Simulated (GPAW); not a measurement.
# How SiC (Moissanite 3C) absorbs and reflects light

Aim: the dielectric function of SiC (Moissanite 3C), and the optical constants that follow from it.

Method: DFT, LDA, plane-wave PAW (GPAW data sets), scalar-relativistic, RPA, optical limit, in GPAW 26.7.0.

### Step 1. The structure

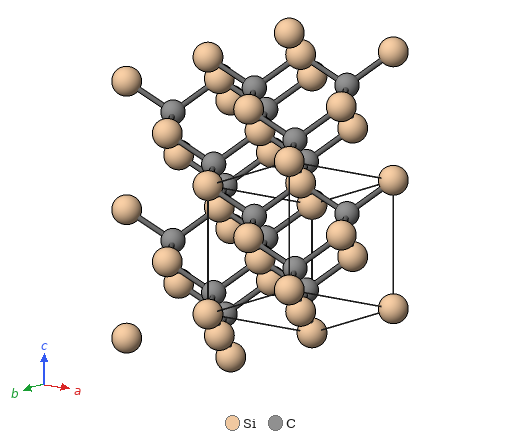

The cell as given, from a free direction (silicon light orange, carbon grey). 1×2×2 cells are drawn. This picture shows the conventional cell, with its axes. Bonds to atoms that aren't drawn are left out. Some periodic images of atoms are drawn too.

Structure file:

```xyz
2
Lattice="0.0000 2.1790 2.1790 2.1790 0.0000 2.1790 2.1790 2.1790 0.0000" Properties=species:S:1:pos:R:3 pbc="T T T"
Si    0.0000    0.0000    0.0000
C     3.2685    3.2685    3.2685
```

### Step 2. Bands for the response

The response needs many more empty bands than the density does.

This step: DFT, LDA, plane-wave PAW (GPAW data sets), scalar-relativistic, bands at fixed density (GPAW 26.7.0).

Input file nscf.py:

```python
from ase.dft.bandgap import bandgap
from gpaw import GPAW, FermiDirac

calc = GPAW('gs.gpw').fixed_density(kpts={'size': (14, 14, 14), 'gamma': True}, nbands=28, convergence={'bands': 22},
                                    occupations=FermiDirac(0.001), txt='nscf.txt')
print('gap (eV)', bandgap(calc, output=None)[0])
print('direct gap (eV)', bandgap(calc, direct=True, output=None)[0])
print('top band over the Fermi level (eV)', min(calc.get_eigenvalues(kpt=k)[21] for k in range(len(calc.get_ibz_k_points()))) - calc.get_fermi_level())
calc.write('full.gpw', mode='all')
```

Launch:

```sh
OMP_NUM_THREADS=1 python nscf.py
```

Numbers of over 12 decimals in the logs are rounded to 6 here.

Output:

```text
Diagonalizing LCAO Hamiltonian
Converting LCAO to pw mode
convergence criteria:
- Maximum integral of absolute [eigenst]ate change: 4e-08 eV^2 / valence electron
maximum number of iterations: 150

SCF iterations
|iter     |      energy | eigst |  dens |
|iter:   1||             | +3.34 |       |
|iter:   2||             | +1.53 |       |
|iter:   3||             | -0.84 |       |
|iter:   4||             | -2.53 |       |
|iter:   5||             | -4.44 |       |
|iter:   6||             | -6.01 |       |
|iter:   7||             | -7.21 |       |
|iter:   8||             | -8.15c|       |
SCF steps: 8
  __  _  _
 | _ |_)|_||  |
 |__||  | ||/\| - 26.7.0

Versions:
  Python: 3.12.14
  ASE:    3.29.0
  Numpy:  2.5.5
  Scipy:  1.18.1
  Libxc:  7.0.0

Input parameters:
  mode=PW(ecut=500.0),
  convergence={'bands': 22},
  gpts=array([16, 16, 16]),
  kpts=MonkhorstPack(size=(14, 14, 14), gamma=True),
  maxiter=150,
  nbands=28,
  occupations=Occupations(name='fermi-dirac', width=0.001, fixmagmom=False),
  parallel={},
  xc=XC(name='LDA')

--- standard output ---
gap (eV) 1.313065
direct gap (eV) 4.508023
top band over the Fermi level (eV) 36.373684
```

Wall time 21 s (1 thread of Arm Neoverse V1, shared host); peak memory 0.16 GiB.

Read-outs, printed or worked out from the files:

- gap on the k-mesh: 1.313 eV
- direct gap on the mesh: 4.508 eV

### Step 3. Dielectric function, RPA

Local fields let the induced charge screen the field inside the cell, which as a rule lowers ε, most along directions where the density is uneven.

This step: DFT, LDA, plane-wave PAW (GPAW data sets), scalar-relativistic, RPA, optical limit (GPAW 26.7.0).

Input file df.py:

```python
from gpaw.response.df import DielectricFunction

df = DielectricFunction('full.gpw', frequencies={'type': 'nonlinear', 'domega0': 0.03, 'omega2': 8},
                        ecut=50,
                        eta=0.15,
                        nbands=22,
                        txt='df.txt')
for direction in ['x']:
    df.get_dielectric_function(xc='RPA', direction=direction, filename=f'df_{direction}.csv')
```

Launch:

```sh
OMP_NUM_THREADS=1 python df.py
```

Output:

```text
Using integrator: PointIntegrator
NonLinearFrequencyDescriptor(from 0.000 to 59.990 eV, 488 points)
Nonperiodic BCs:  [False False False]
Using integrator: PointIntegrator
NonLinearFrequencyDescriptor(from 0.000 to 59.990 eV, 488 points)
Nonperiodic BCs:  [False False False]

Calculating chi0 body with:
    Ground state adapter containing:
    Number of spins: 1
    Number of kpoints: 2744
    Number of irreducible kpoints: 104
    Number of completely occupied states: 4
    Number of partially occupied states: 4

    Linear response parametrization:
    q_c: [0.0, 0.0, 0.0]
    Number of frequency points: 488
    Planewave cutoff: 50.0
    Number of bands: 22
    Number of planewaves: 15
    Broadening (eta): 0.15

Integrating chi0 body.

Symmetries of q_c:
    Direct symmetries (Uq -> q): 24
    Indirect symmetries (TUq -> q): 24
In total 48 allowed symmetries.

104 groups of equivalent kpoints. 96.209913% reduction.

Integral kind: spectral function

Calculating chi0 optical extensions with:
    Ground state adapter containing:
    Number of spins: 1
    Number of kpoints: 2744
    Number of irreducible kpoints: 104
    Number of completely occupied states: 4
    Number of partially occupied states: 4

    Linear response parametrization:
    Number of frequency points: 488
    Planewave cutoff: 50.0
    Number of bands: 22
    Number of planewaves: 15
    Broadening (eta): 0.15
Integrating chi0 head and wings.

Symmetries of q_c:
    Direct symmetries (Uq -> q): 24
    Indirect symmetries (TUq -> q): 24
In total 48 allowed symmetries.

104 groups of equivalent kpoints. 96.209913% reduction.

Integral kind: spectral function wings
```

Run time: 3.9 s. Hardware: 1 thread; peak memory 0.2 GiB.

Numbers from this step:

| Item | Value |
| --- | --- |
| electronic dielectric constant ε∞, mean over x, y and z (by symmetry where fewer were run) | 6.819 |
| main peak of Im epsilon, first axis | 6.742 eV |

Some rows of df_x.csv (energy; Re and Im without local fields; Re and Im with them):

```text
0.000000, 7.202249, -0.000000, 6.818742, 0.000000
0.429336, 7.224424, 0.015595, 6.839156, 0.014356
0.878195, 7.296318, 0.032797, 6.905333, 0.030185
1.347938, 7.429527, 0.052967, 7.027912, 0.048730
1.840057, 7.642824, 0.078335, 7.224091, 0.072025
2.356191, 7.967898, 0.113012, 7.522855, 0.103816
2.898142, 8.462573, 0.165806, 7.976997, 0.152117
3.467895, 9.247765, 0.260611, 8.696706, 0.238638
4.067647, 10.657862, 0.508104, 9.986104, 0.463933
4.699832, 12.999150, 2.396511, 12.118849, 2.183944
5.367152, 15.047112, 5.739431, 13.988683, 5.120968
6.072622, 15.519396, 11.861186, 14.671625, 10.597219
6.819608, 3.111635, 22.855676, 3.246743, 21.506552
7.611886, 2.383190, 10.411623, 1.688709, 9.264247
8.453705, -5.592173, 13.031761, -3.995554, 12.124244
9.349861, -4.847162, 7.280128, -3.712631, 7.297806
10.305790, -4.616475, 5.095548, -3.947924, 5.223182
11.327680, -3.411701, 2.604193, -3.094014, 2.771463
12.422601, -2.777300, 2.825779, -2.306228, 3.089951
13.598673, -2.156732, 1.616736, -1.956679, 1.801286
```

The Im ε, E ∥ x has structure finer than the step of the table below, so its rows give means over 1 eV, whole bins alone (the curve runs from 0 to 14.0 eV). Peaks (eV: height): 6.8: 22.2, 8.2: 14.4.

Values under the direct gap are tails of Lorentzian lines. Table of Im ε, E ∥ x by photon energy; means over each step:

```
photon energy (eV)  Im ε, E ∥ x
                 1       0.0352
                 2       0.0823
                 3        0.169
                 4        0.524
                 5         3.43
                 6         10.3
                 7         16.0
                 8         11.6
                 9         8.24
                10         6.00
                11         3.66
                12         2.72
                13         2.13
```

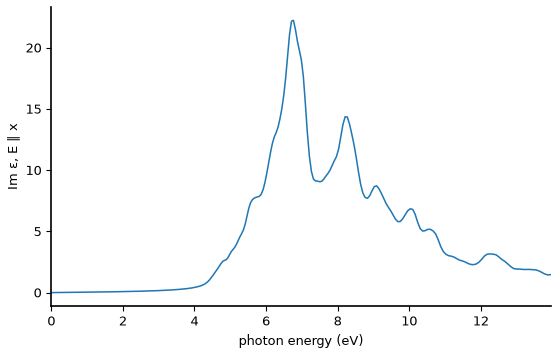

Im ε, E ∥ x, plotted against photon energy.

Re ε, E ∥ x against photon energy:

```
photon energy (eV)  Re ε, E ∥ x
                 0         6.82
                 1         6.93
                 2         7.31
                 3         8.08
                 4         9.79
                 5         12.8
                 6         14.6
                 7        -1.59
                 8         2.67
                 9        -2.24
                10        -2.79
                11        -3.84
                12        -1.58
                13        -2.16
```

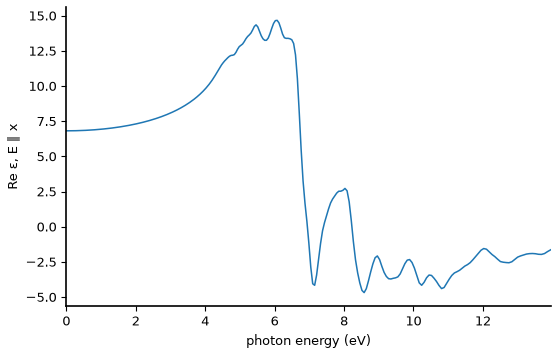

Re ε, E ∥ x against photon energy.

The loss function −Im 1/ε at q → 0, E ∥ x has structure finer than the step of the table below, so its rows give means over 1 eV, whole bins alone (the curve runs from 0 to 14.0 eV). Peaks (eV: height): 7.4: 0.110, 12.0: 0.278.

Values under the direct gap are tails of Lorentzian lines. The loss function −Im 1/ε at q → 0, E ∥ x by energy loss; means over each step:

```
energy loss (eV)  loss function −Im 1/ε at q → 0, E ∥ x
               1                                 7.3e-4
               2                                0.00152
               3                                0.00253
               4                                0.00497
               5                                 0.0183
               6                                 0.0334
               7                                 0.0649
               8                                 0.0849
               9                                  0.105
              10                                  0.128
              11                                  0.139
              12                                  0.231
              13                                  0.227
```

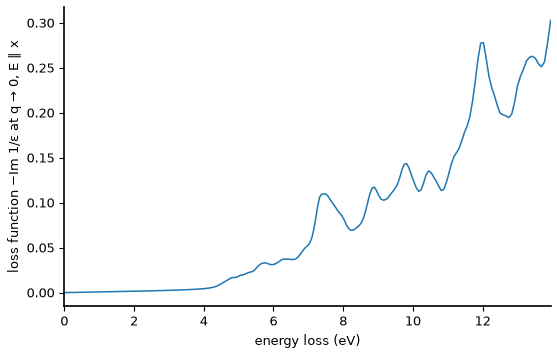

Loss function −Im 1/ε at q → 0, E ∥ x, plotted against energy loss.

The Im ε, E ∥ x has structure finer than the step of the table below, so its rows give means over 0.5 eV, whole bins alone (the curve runs from 0 to 14.0 eV). Peaks (eV: height): without local fields 6.76: 23.7, 8.21: 16.7; with local fields 6.76: 22.2, 8.21: 14.4.

Values under the direct gap are tails of Lorentzian lines. Im ε, E ∥ x against photon energy; means over each step:

```
photon energy (eV)  without local fields  with local fields
               0.5                0.0183             0.0168
               1.0                0.0379             0.0349
               1.5                0.0605             0.0556
               2.0                0.0884             0.0812
               2.5                 0.126              0.115
               3.0                 0.180              0.165
               3.5                 0.272              0.249
               4.0                 0.481              0.440
               4.5                  1.54               1.40
               5.0                  3.60               3.25
               5.5                  7.13               6.41
               6.0                  10.9               9.82
               6.5                  18.3               17.0
               7.0                  18.4               17.5
               7.5                  10.3               9.35
               8.0                  13.9               11.9
               8.5                  12.2               11.2
               9.0                  9.07               8.22
               9.5                  6.70               6.64
              10.0                  6.44               6.39
              10.5                  4.93               5.11
              11.0                  3.21               3.45
              11.5                  2.46               2.56
              12.0                  2.74               2.69
              12.5                  2.63               2.86
              13.0                  1.85               1.99
              13.5                  1.65               1.82
```

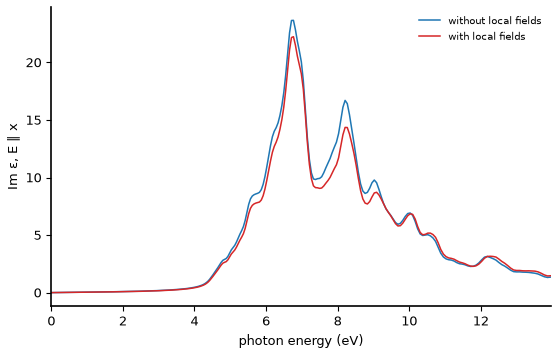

Im ε, E ∥ x against photon energy.

The reflectivity at normal incidence, E ∥ x has structure finer than the step of the table below, so its rows give means over 1 eV, whole bins alone (the curve runs from 0 to 14.0 eV). Peaks (eV: height): 7.1: 55.3, 8.6: 54.3, 9.3: 50.9, 10.9: 60.1, 12.8: 54.6.

The reflectivity at normal incidence, E ∥ x by photon energy; means over each step:

```
photon energy (eV)  reflectivity at normal incidence, E ∥ x (%)
                 1                                         20.2
                 2                                         21.2
                 3                                         23.1
                 4                                         26.9
                 5                                         32.9
                 6                                         39.7
                 7                                         49.4
                 8                                         43.4
                 9                                         49.7
                10                                         49.3
                11                                         56.2
                12                                         46.1
                13                                         51.5
```

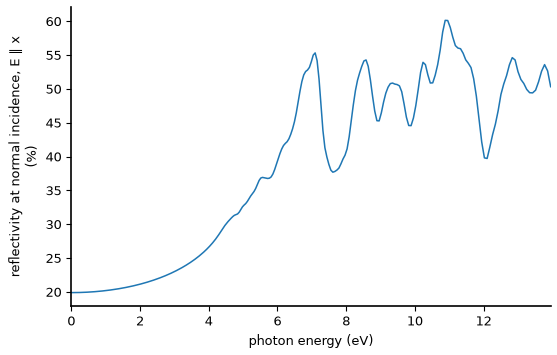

Reflectivity at normal incidence, E ∥ x against photon energy.

Optical constants at common wavelengths, from n + ik = √ε:

```
wavelength (nm)     n      k  R (%)     1/α
            800  2.66  0.011   20.6  5.9 µm
            633  2.70  0.015   21.1  3.5 µm
            450  2.80  0.025   22.4  1.5 µm
            405  2.86  0.030   23.2  1.1 µm
            365  2.93  0.038   24.1  758 nm
            308  3.14  0.069   26.8  353 nm
            248  3.61  0.443   32.7   45 nm
```

Below the direct gap, k and the depth come from the tails of the Lorentzian lines, not from transitions.

Rows near the edge hang on the gap, which this functional as a rule makes too small, and phonon-assisted absorption is left out.

### Step 4. Outcome

```json
{
 "electronic dielectric constant ε∞, mean over x, y and z (by symmetry where fewer were run) (RPA)": "6.82",
 "main peak of Im epsilon, first axis": "6.74 eV"
}
```

What this shows: At this level (LDA, RPA) SiC has ε∞ = 6.82 and n = 2.62 at 1550 nm, and Im ε peaks at 6.7 eV. On the mesh the gap is 1.31 eV and the least direct gap 4.51 eV, so on this mesh the band edges lie at different points. Local fields change the static value along x from 7.20 to 6.82 (-5 %). Distinct maxima of Im ε, read by a parabola through the highest points, lie at 6.74 eV (22), 8.24 eV (14), 9.07 eV (8.7) and 10.05 eV (6.9). Excitons and phonon-assisted transitions are missing; LDA gaps are as a rule too small, which pulls the onset down and ε∞ up. The sum runs over mesh points, so small or evenly spaced maxima can still be ripples of the mesh.

[Machine, clock and banner lines and Python warnings are left out of the logs.]

[Logs are printed without paths, hosts, clocks, repeated set-up lines and the standing remarks that a program may print on its own settings, such as how far it seeks lower states.]

[Hosts, paths, dates, database ids (printed as entryN), source tags and the programs' standing remarks are cut or masked in the printed files.]
